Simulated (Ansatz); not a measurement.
# Starting-point dependence of the GW gap of Cs2AgSbBr6 (Fm-3m)

How much of the starting functional survives in the G0W0 gap of Cs2AgSbBr6 (Fm-3m)?

Calculated with Ansatz 0.2.0; G0W0 on several functionals, plane waves, PAW.

In doubt: one-shot GW on d or f shells is unsure, so the values of those runs are not to be relied on; masses and optical values from hybrid runs of this build are listed as unsure (steps 4, 5), which bears on the screening that GW takes from such a start.

### 1. The starting structure

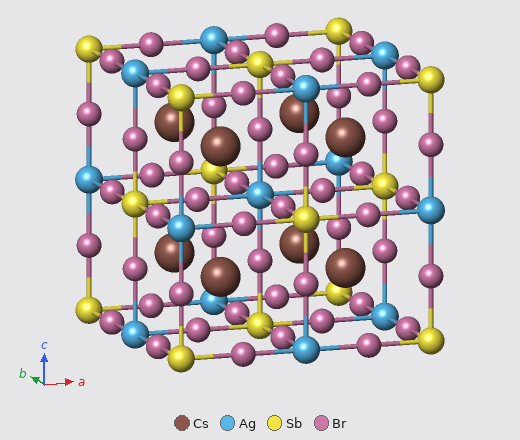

The starting structure, seen slightly off an axis (caesium brown, silver blue, antimony yellow, bromine pink). This picture shows the conventional cell, with its axes. Some periodic images of atoms are drawn too.

The cell and positions are those that the Materials Project relaxed with its own functionals (PBE, PBE+U or r2SCAN), kept fixed. Spin-orbit coupling is left out unless a step names it.

### 2. G0W0 on LDA

G0W0 replaces the xc potential by the self-energy, built once from these orbitals. Only a window of levels is corrected, while the sums run over the empty bands that the input names. This step takes hard PAW files.

This step: G0W0 on LDA, plane waves, PAW.

The input, input.yaml:

```yaml
crystal:
  lattice:
    - [0.0, 5.689253, 5.689253]
    - [5.689253, 0.0, 5.689253]
    - [5.689253, 5.689253, 0.0]
  atoms:
    - { symbol: Cs, position: [0.75, 0.75, 0.75] }
    - { symbol: Cs, position: [0.25, 0.25, 0.25] }
    - { symbol: Ag, position: [0.5, 0.5, 0.5] }
    - { symbol: Sb, position: [0.0, 0.0, 0.0] }
    - { symbol: Br, position: [0.751554, 0.248446, 0.248446] }
    - { symbol: Br, position: [0.248446, 0.248446, 0.751554] }
    - { symbol: Br, position: [0.248446, 0.751554, 0.751554] }
    - { symbol: Br, position: [0.248446, 0.751554, 0.248446] }
    - { symbol: Br, position: [0.751554, 0.248446, 0.751554] }
    - { symbol: Br, position: [0.751554, 0.751554, 0.248446] }
kpoints:
  mp_grid: { grid: [4, 4, 4] }
hamiltonian:
  xc: lda
  pseudopotentials: { kind: paw, source: ansatz }
scf:
  occupations: { method: fixed }
gw:
  n_empty_bands: 1536
  ecut_chi: 150.0
  qp_bands: [v3, c3]
  qp_kpoints: band_edges
  screening: { model: contour_deformation }
```

The run is started by

```console
$ ansatz run input.yaml --threads 16 --pin off --max-ram 82944MiB --backend cuda --events-out ev --progress --plain --runs-dir out --devices 1 --max-vram 78GiB
```

Numbers of over 12 decimals in the logs are rounded to 6 here.

What it wrote:

```text
GPUs: using 1 of 1 available (devices: 1).
Engine: ansatz 0.2.0, aarch64-unknown-linux-gnu
Pseudopotentials: kind: paw
Pseudopotential: Cs, paw, valence charge 9, recommended cutoff 520 eV (normal), Cs.paw.azcp
Pseudopotential: Ag, paw, valence charge 19, recommended cutoff 480 eV (normal), Ag.paw.azcp
Pseudopotential: Sb, paw, valence charge 21, recommended cutoff 460 eV (normal), Sb.paw.azcp
Pseudopotential: Br, paw, valence charge 17, recommended cutoff 680 eV (normal), Br.paw.azcp
Functional definition: SPW92
  exchange = slater_x
  correlation = pw_c
[...]
Crystal: 10 atoms, lattice volume = 368.295 Å³
Basis set: ecut = 680 eV, 14841 PW (Γ)
Bands: 96, of which v1, the nominal top of the filled ones, is band 80 counted from 1 (79 counted from 0)
Symmetry: 48 space group operations
Space group: Fm-3m (ITA 225), of the structure as read, at distance tolerance 7.2e-5 Å
k-points: 8 of 64
Non-local potential: Cs, projectors of the file, l = 0: 3, l = 1: 2, l = 2: 2, l = 3: 3
Non-local potential: Ag, projectors of the file, l = 0: 3, l = 1: 2, l = 2: 2, l = 3: 2
Non-local potential: Sb, projectors of the file, l = 0: 2, l = 1: 4, l = 2: 3, l = 3: 2
Non-local potential: Br, projectors of the file, l = 0: 2, l = 1: 2, l = 2: 3, l = 3: 1
PAW form: soft (Blöchl's): semilocal exchange-correlation on the pseudo side does not see the compensation charge
PAW frozen core: Cs, regenerated for the run's functional, and the local potential with it (the file was generated under x = pbe(κ = 0.804, μ = 0.219515), c = pbe(β = 0.066725))
PAW frozen core: Ag, regenerated for the run's functional, and the local potential with it (the file was generated under x = pbe(κ = 0.804, μ = 0.219515), c = pbe(β = 0.066725))
PAW frozen core: Sb, regenerated for the run's functional, and the local potential with it (the file was generated under x = pbe(κ = 0.804, μ = 0.219515), c = pbe(β = 0.066725))
PAW frozen core: Br, regenerated for the run's functional, and the local potential with it (the file was generated under x = pbe(κ = 0.804, μ = 0.219515), c = pbe(β = 0.066725))
PAW one-centre angular grid: Cs, 194 points (default); XC on 64 Gauss nodes
PAW one-centre angular grid: Ag, 590 points (default); XC on 64 Gauss nodes
PAW one-centre angular grid: Sb, 590 points (default); XC on 64 Gauss nodes
[...]
Initial density: superposition of atomic densities (chi_scale 0.1, normalization cell, long waves kept (reshape's long-wave potential 0.00 eV rms))
Initial wavefunctions: pseudopotential atomic-orbital guess
[...]
Functional: x = slater, c = lda
SCF iter   1: F=—  HF=-63934.447030 eV  |F-HF|=—  |Δ(HF+E_count)|=         —  Δρ=4.97e-2  dr2=1.76e1  ethr=3.10e-3  ⟨swp⟩=9.8  Hψ=3146  notcnv=0  defer=106
preconditioner: auto → Resta (q_TF=auto, 2.374 Å⁻¹)  ε∞=3.4  [insulator: Δε(μ)=0.183 eV  Ē_g=10.536 eV  n_scr=64 (ndim 8)  ℏωp=16.4 eV  f_vac=0.114  ε∞_Penn≈3.4]
SCF iter   2: F=—  HF=-63928.517187 eV  |F-HF|=—  |Δ(HF+E_count)|=    5.93e0  Δρ=1.50e-2  dr2=2.11e0  ethr=3.10e-3  ⟨swp⟩=5.4  Hψ=2055  notcnv=0  defer=104
SCF iter   3: F=—  HF=-63927.466931 eV  |F-HF|=—  |Δ(HF+E_count)|=    1.05e0  Δρ=7.61e-3  dr2=5.25e-1  ethr=1.32e-3  ⟨swp⟩=4.4  Hψ=1769  notcnv=0  defer=108
SCF iter   4: F=—  HF=-63927.240801 eV  |F-HF|=—  |Δ(HF+E_count)|=   2.26e-1  Δρ=3.51e-3  dr2=9.91e-2  ethr=3.28e-4  ⟨swp⟩=4.9  Hψ=1596  notcnv=0  defer=107
SCF iter   5: F=—  HF=-63927.206587 eV  |F-HF|=—  |Δ(HF+E_count)|=   3.42e-2  Δρ=1.55e-3  dr2=1.58e-2  ethr=6.19e-5  ⟨swp⟩=4.9  Hψ=1323  notcnv=0  defer=109
SCF iter   6: F=—  HF=-63927.201985 eV  |F-HF|=—  |Δ(HF+E_count)|=   4.60e-3  Δρ=3.77e-4  dr2=7.15e-4  ethr=9.85e-6  ⟨swp⟩=4.8  Hψ=1303  notcnv=0  defer=108
[...]
SCF iter   8: F=—  HF=-63927.202216 eV  |F-HF|=—  |Δ(HF+E_count)|=   4.16e-6  Δρ=3.33e-5  dr2=3.56e-6  ethr=4.30e-8  ⟨swp⟩=3.9  Hψ=1679  notcnv=0  defer=109
SCF iter   9: F=—  HF=-63927.202219 eV  |F-HF|=—  |Δ(HF+E_count)|=   2.38e-6  Δρ=6.11e-6  dr2=1.60e-7  ethr=2.22e-9  ⟨swp⟩=3.4  Hψ=1456  notcnv=0  defer=109
[...]
SCF 1 converged in 10 iterations: F = -63927.202219 eV  dr2 = 4.21e-9
[...]
SCF converged after 10 iterations
[...]
--- G₀W₀: contour deformation, 8 samples at zero and on the imaginary axis and 2 off it, 64 q-points, 1536 empty bands' worth ---
  eigenvalues of the whole cell's RPA ε∞ on this k-mesh (on a slab, of 1 + 4πα/V) = 5.5577, 5.5577, 5.5577; static W/v taken at q = 0 is 0.179931
  bands read: the sum over 1616 bands ends inside a degenerate multiplet in 4 slots, whose members it reads at an even weight; the widest, k=1: bands 1616 to 1617 (counted from 1) at 1/2 each
  gw.qp_kpoints: band_edges: 8 of 8 stored k-points solved, in 1 pass; an edge of the gap read off the rows below is read off those points alone
    ik  band        ε_KS         Σx   Σc(E_QP)       V_xc       Z   E_QP_lin       E_QP  E_QP is
     0    78      3.7521   -19.7427     2.5771   -16.2031  0.7250     2.7518     2.7897  root
     0    79      4.0216   -25.6710     2.8182   -22.2431  0.7197     3.3988     3.4118  root
     0    80      4.0216   -25.6710     2.8182   -22.2431  0.7197     3.3988     3.4118  root
     0    81      6.8085    -9.6627    -3.5880   -13.7537  0.7564     7.3187     7.3115  root
     0    82      6.8085    -9.6627    -3.5880   -13.7537  0.7564     7.3187     7.3115  root
     0    83      6.8085    -9.6627    -3.5880   -13.7537  0.7564     7.3187     7.3115  root
     1    78      3.6583   -19.6218     2.6111   -16.0467  0.7231     2.6546     2.6943  root
     1    79      3.7530   -22.4158     2.7384   -18.8872  0.7191     2.9373     2.9628  root
     1    80      3.7530   -22.4158     2.7384   -18.8872  0.7191     2.9373     2.9628  root
     1    81      6.2768   -10.0758    -3.4591   -14.0156  0.7631     6.7627     6.7574  root
     1    82      7.4491   -11.2657    -3.6384   -15.3800  0.7339     7.9351     7.9249  root
     1    83      7.4491   -11.2657    -3.6384   -15.3800  0.7339     7.9351     7.9249  root
     2    78      3.6217   -21.7918     2.8065   -18.1546  0.7164     2.7610     2.7911  root
     2    79      3.6217   -21.7918     2.8065   -18.1546  0.7164     2.7610     2.7911  root
     2    80      3.7795   -18.0820     1.2341   -16.3444  0.7289     3.2659     3.2760  root
     2    81      5.7145   -10.0003    -3.3840   -13.8577  0.7689     6.1920     6.1879  root
     2    82      8.0800   -12.4576    -3.8720   -16.8184  0.7163     8.5684     8.5687  root
     2    83      8.0800   -12.4576    -3.8720   -16.8184  0.7163     8.5684     8.5687  root
     3    78      3.7440   -19.7182     2.5797   -16.1768  0.7248     2.7442     2.7823  root
     3    79      3.8967   -20.7172     1.8601   -18.2937  0.7247     3.3205     3.3333  root
     3    80      4.0190   -25.6823     2.8282   -22.2443  0.7192     3.3963     3.4092  root
     3    81      7.0446   -10.1785    -3.6438   -14.3159  0.7478     7.5460     7.5382  root
     3    82      7.0446   -10.1785    -3.6438   -14.3159  0.7478     7.5460     7.5382  root
     3    83      7.1684   -12.0522    -3.4985   -16.0088  0.7414     7.6334     7.6264  root
[...]
6    82      7.2429   -10.4552    -3.7257   -14.6752  0.7415     7.7465     7.7372  root
     6    83      7.5601   -10.8677    -3.8496   -15.2133  0.7289     8.0662     8.0561  root
     7    78      3.5083   -19.7638     2.7099   -16.1010  0.7195     2.5136     2.5555  root
     7    79      3.5380   -23.1878     2.9054   -19.5547  0.7106     2.7875     2.8103  root
     7    80      4.8515   -22.5345     1.5538   -20.5019  0.7404     4.3671     4.3727  root
     7    81      7.0293   -11.5943    -3.5768   -15.6429  0.7439     7.5087     7.5010  root
     7    82      7.4159   -10.7524    -3.7831   -15.0284  0.7341     7.9178     7.9087  root
     7    83      7.4159   -10.7524    -3.7831   -15.0284  0.7341     7.9178     7.9087  root
```

Run time: 64 s. Hardware: 1 × NVIDIA GB200 (shared by 2 runs) with 16 threads of Arm Neoverse V2, shared host; peak memory 9.3 GiB; 2.7 min of CPU time.

The column dr2 measures how far the density is from self-consistency, as an energy; F and HF (Harris–Foulkes) agree once it is small.

This step gave:

| Item | Value |
| --- | --- |
| bands summed | 1616 |
| RPA ε∞ on this mesh (eigenvalues) | 5.558, 5.558, 5.558 |
| plane waves in the screening matrix | 1471 |
| q-points in the mesh | 64 |
| G0W0 gap on the mesh | 1.702 eV |
| k of the valence top | 0, -0.5, -0.5 |
| k of the conduction bottom | 0, 0, -0.5 |
| starting gap on the mesh | 0.7618 eV |
| Z at the valence top | 0.7415 |
| Z at the conduction bottom | 0.7689 |
| least direct G0W0 gap on the computed points | 2.899 eV |

The gap on the mesh goes from 0.76 eV to 1.70 eV, a correction of +0.94 eV. Between the two edge states, bare exchange in place of the xc potential would open the gap by 5.83 eV, and correlation takes back 4.89 eV.

### 3. G0W0 on r2SCAN

One-shot GW remembers its start. Another functional's orbitals and levels show by how much.

This step: G0W0 on r2SCAN, plane waves, PAW.

input.yaml: that of step 2 with these lines changed.

```diff
@@ -19,3 +19,3 @@
 hamiltonian:
-  xc: lda
+  xc: r2scan
   pseudopotentials: { kind: paw, source: ansatz }
```

What it wrote:

```text
GPUs: using 1 of 1 available (devices: 1).
[...]
Crystal: 10 atoms, lattice volume = 368.295 Å³
Basis set: ecut = 680 eV, 14841 PW (Γ), exchange–correlation on 288×288×288 points (64 copies of the dense FFT grid, shifted against one another)
Bands: 96, of which v1, the nominal top of the filled ones, is band 80 counted from 1 (79 counted from 0)
[... 1 set-up line as in the run before ...]
[...]
k-points: 8 of 64
[...]
SCF iter   1: F=—  HF=-65210.956428 eV  |F-HF|=—  |Δ(HF+E_count)|=         —  Δρ=4.87e-2  dr2=1.44e1  dr2_τ=1.91e-1  ethr=3.10e-3  ⟨swp⟩=8.8  Hψ=2908  notcnv=0  defer=109
[...]
SCF iter   6: F=—  HF=-65204.930211 eV  |F-HF|=—  |Δ(HF+E_count)|=   2.14e-4  Δρ=2.82e-4  dr2=3.82e-4  dr2_τ=2.78e-5  ethr=7.92e-6  ⟨swp⟩=5.0  Hψ=1548  notcnv=0  defer=108
[...]
SCF iter   8: F=—  HF=-65204.930681 eV  |F-HF|=—  |Δ(HF+E_count)|=   2.80e-5  Δρ=3.56e-5  dr2=5.30e-6  dr2_τ=2.30e-7  ethr=6.00e-8  ⟨swp⟩=4.0  Hψ=1840  notcnv=0  defer=108
[...]
SCF 1 converged in 10 iterations: F = -65204.930687 eV  dr2 = 1.81e-8
[...]
SCF converged after 10 iterations
[...]
0    78      3.6432   -19.7844     2.4310   -16.4093  0.7488     2.6716     2.6991  root
     0    79      4.0140   -26.4567     2.9017   -22.9639  0.7393     3.4133     3.4231  root
     0    80      4.0140   -26.4567     2.9017   -22.9639  0.7393     3.4133     3.4231  root
     0    81      7.3288    -9.6162    -3.4492   -13.3358  0.7759     7.6007     7.5992  root
     0    82      7.3288    -9.6162    -3.4492   -13.3358  0.7759     7.6007     7.5992  root
     0    83      7.3288    -9.6162    -3.4492   -13.3358  0.7759     7.6007     7.5992  root
     1    78      3.5505   -19.6734     2.4602   -16.2640  0.7473     2.5724     2.6012  root
     1    79      3.7080   -23.9589     2.8092   -20.4259  0.7380     2.9677     2.9842  root
[...]
7    80      4.9776   -22.6346     1.5374   -20.5308  0.7620     4.4049     4.4112  root
     7    81      7.5451   -11.1813    -3.4700   -14.9401  0.7678     7.8358     7.8338  root
     7    82      7.8825   -10.5537    -3.6110   -14.4759  0.7593     8.1963     8.1938  root
     7    83      7.8825   -10.5537    -3.6110   -14.4759  0.7593     8.1963     8.1938  root
```

It took 1.8 min on 1 × NVIDIA GB200 (shared by 2 runs) with 16 threads; peak memory 11 GiB; 4.3 min of CPU time.

Numbers from this step:

```yaml
bands_summed: 1616
rpa_eps_infinity_on_this_mesh_eigenvalues: 4.411, 4.411, 4.411
plane_waves_in_the_screening_matrix: 1471
q_points_in_the_mesh: 64
g0w0_gap_on_the_mesh: 1.973 eV
k_of_the_valence_top: 0, -0.5, -0.5
k_of_the_conduction_bottom: 0, 0, -0.5
starting_gap_on_the_mesh: 1.205 eV
z_at_the_valence_top: 0.7629
z_at_the_conduction_bottom: 0.7872
least_direct_g0w0_gap_on_the_computed_points: 3.177 eV
```

Against the run with 4×4×4 mesh, 1536 empty bands, screening to 150 eV, hard PAW files on LDA, the gap moves by +0.27 eV, while the start moved by +0.44 eV.

### 4. G0W0 on HSE06

This step: G0W0 on HSE06, plane waves, PAW.

input.yaml: that of step 3 with these lines changed.

```diff
@@ -19,3 +19,3 @@
 hamiltonian:
-  xc: r2scan
+  xc: hse06
   pseudopotentials: { kind: paw, source: ansatz }
```

What it wrote:

```text
GPUs: using 1 of 1 available (devices: 1).
[...]
davidson cushion auto → on  (no smearing: the cushion is to keep the highest requested band from converging to the state above it; pin scf.eigensolver.cushion to override)
[...]
Crystal: 10 atoms, lattice volume = 368.295 Å³
Basis set: ecut = 680 eV, 14841 PW (Γ)
Bands: 96, of which v1, the nominal top of the filled ones, is band 80 counted from 1 (79 counted from 0)
[... 1 set-up line as in the run before ...]
[...]
k-points: 8 of 64
[...]
0    83      7.4670    -9.3252    -3.3810   -12.9029  0.7974     7.6643     7.6637  root
     1    78      3.1697   -18.3055     1.3627   -16.3650  0.7709     2.5837     2.5919  root
     1    79      3.2122   -22.2521     2.3288   -19.3938  0.7666     2.6766     2.6827  root
[...]
7    80      4.6554   -21.5940     1.2186   -19.9335  0.7860     4.2107     4.2134  root
     7    81      7.7265   -10.7689    -3.4312   -14.3980  0.7902     7.9250     7.9244  root
     7    82      8.0695   -10.2951    -3.5312   -14.0357  0.7837     8.2798     8.2789  root
     7    83      8.0695   -10.2951    -3.5312   -14.0357  0.7837     8.2798     8.2789  root
```

It took 5.6 min on 1 × NVIDIA GB200 (shared by 2 runs) with 16 threads; peak memory 11 GiB.

Numbers from this step:

```
bands summed                                 : 1616
RPA ε∞ on this mesh (eigenvalues)            : 3.872, 3.872, 3.872
plane waves in the screening matrix          : 1471
G0W0 gap on the mesh                         : 2.243 eV
k of the valence top                         : 0, -0.5, -0.5
k of the conduction bottom                   : 0, 0, -0.5
starting gap on the mesh                     : 1.655 eV
least direct G0W0 gap on the computed points : 3.456 eV
```

Against the run with 4×4×4 mesh, 1536 empty bands, screening to 150 eV, hard PAW files on r2SCAN, the gap moves by +0.27 eV, while the start moved by +0.45 eV.

### 5. G0W0 on PBE0

This step: G0W0 on PBE0, plane waves, PAW.

input.yaml: that of step 4 with these lines changed.

```diff
@@ -19,3 +19,3 @@
 hamiltonian:
-  xc: hse06
+  xc: pbe0
   pseudopotentials: { kind: paw, source: ansatz }
```

What it wrote:

```text
GPUs: using 1 of 1 available (devices: 1).
[...]
Crystal: 10 atoms, lattice volume = 368.295 Å³
Basis set: ecut = 680 eV, 14841 PW (Γ)
Bands: 96, of which v1, the nominal top of the filled ones, is band 80 counted from 1 (79 counted from 0)
[... 1 set-up line as in the run before ...]
[...]
k-points: 8 of 64
[...]
0    83      7.7893    -9.2921    -3.2812   -12.5459  0.8147     7.7619     7.7619  root
     1    78      2.8000   -18.3184     1.2275   -16.7387  0.7922     2.4459     2.4478  root
     1    79      2.8435   -22.3573     2.1839   -19.8604  0.7859     2.5290     2.5305  root
[...]
7    80      4.3286   -21.5954     1.1291   -20.2333  0.8033     4.0950     4.0956  root
     7    81      8.0572   -10.6920    -3.3419   -14.0015  0.8085     8.0248     8.0248  root
     7    82      8.4035   -10.2621    -3.4209   -13.6676  0.8035     8.3881     8.3881  root
     7    83      8.4035   -10.2621    -3.4209   -13.6676  0.8035     8.3881     8.3881  root
```

The job ended after 5.6 min (1 × NVIDIA GB200 (shared by 2 runs) with 16 threads; peak memory 11 GiB; 13 min of CPU time).

This step gave:

```yaml
bands_summed: 1616
rpa_eps_infinity_on_this_mesh_eigenvalues: 3.530, 3.530, 3.530
plane_waves_in_the_screening_matrix: 1471
g0w0_gap_on_the_mesh: 2.446 eV
k_of_the_valence_top: 0, -0.5, -0.5
k_of_the_conduction_bottom: 0, 0, -0.5
starting_gap_on_the_mesh: 2.276 eV
least_direct_g0w0_gap_on_the_computed_points: 3.670 eV
```

Against the run with 4×4×4 mesh, 1536 empty bands, screening to 150 eV, hard PAW files on HSE06, the gap moves by +0.20 eV, while the start moved by +0.62 eV.

### 6. Side by side

All on the 4×4×4 mesh with 1536 empty bands and screening to 150 eV. Times are wall times on 1 × NVIDIA GB200 (shared by 2 runs) with 16 threads of Arm Neoverse V2, shared host, good to a factor of about two.

```tsv
start	starting gap (eV)	shift (eV)	G0W0 gap (eV)	RPA ε∞ (harmonic mean)	Z (valence, conduction)	time
LDA	0.76	+0.94	1.70	5.56	0.74, 0.77	64 s
r2SCAN	1.20	+0.77	1.97	4.41	0.76, 0.79	1.8 min
HSE06	1.65	+0.59	2.24	3.87	0.79, 0.81	5.6 min
PBE0	2.28	+0.17	2.45	3.53	0.80, 0.82	5.6 min
```

How the two edges are built up, in eV (the quasiparticle level is the starting level plus Σx plus Σc less Vxc):

```tsv
run	edge	start	Σx	Σc	Vxc	Z	QP
LDA	valence top	4.95	-22.64	1.51	-20.67	0.74	4.49
LDA	conduction bottom	5.71	-10.00	-3.38	-13.86	0.77	6.19
r2SCAN	valence top	5.09	-22.79	1.51	-20.73	0.76	4.53
r2SCAN	conduction bottom	6.29	-9.63	-3.34	-13.18	0.79	6.50
HSE06	valence top	4.77	-21.79	1.20	-20.15	0.79	4.34
HSE06	conduction bottom	6.42	-9.37	-3.31	-12.83	0.81	6.58
PBE0	valence top	4.44	-21.79	1.11	-20.45	0.80	4.22
PBE0	conduction bottom	6.72	-9.33	-3.24	-12.51	0.82	6.67
```

For a hybrid start, Vxc holds its share of exact exchange.

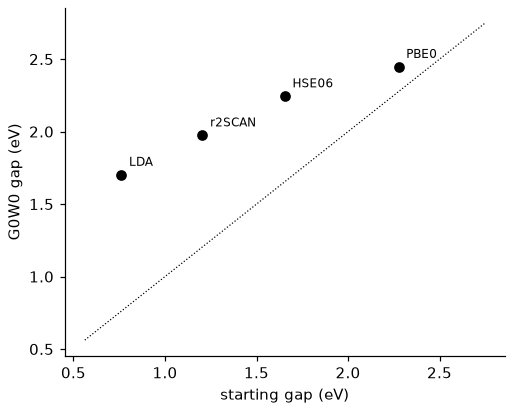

G0W0 gap against starting gap; on the dotted line the correction would vanish.

### 7. What came out

```yaml
g0w0_lda: 1.70 eV (start 0.76 eV)
g0w0_r2scan: 1.97 eV (start 1.20 eV)
g0w0_hse06: 2.24 eV (start 1.65 eV)
g0w0_pbe0: 2.45 eV (start 2.28 eV)
known_limits: not at the basis limit; d shell near the gap, gap tends to lie low; no spin-orbit coupling
```

The starting gaps span 1.51 eV and the G0W0 gaps 0.74 eV. Between LDA and PBE0, 0.74 eV of the 1.51 eV survives, 49 %. PBE0 screens less than LDA (ε∞ 3.53 against 5.56). Of the 0.74 eV by which its G0W0 gap is higher, the correlation part gives +0.55 eV, and exchange with the one-particle terms, which follow the orbitals, +0.20 eV. The smallest correction, +0.17 eV, is on PBE0, the start nearest to reproducing itself. Bands and cutoff are finite, so the gap is not at the basis limit. The miss can reach some tenths of an eV and take either sign; the mesh is an error of its own. A d shell, filled or nearly so, lies near the gap. One-shot GW converges very slowly in bands there, not always from below, and on a semilocal start the gap tends to come out low; starts rich in exact exchange can overshoot instead. The many-body steps are scalar-relativistic: spin-orbit coupling is not in them.

[Paths, hosts, dates, memory and timing lines, banners, echoed tables and standing remarks are left out of the program output.]

[Logs are printed without paths, hosts, clocks, repeated set-up lines and the standing remarks that a program may print on its own settings, such as how far it seeks lower states.]

[Runs of the session that timed out or met a known fault of the program may be left out.]

[Cells called generated may have been cut or substituted from an entry of the Crystallography Open Database or the Materials Project.]

[Hosts, paths, dates, database ids (printed as entryN), source tags and the programs' standing remarks are cut or masked in the printed files.]
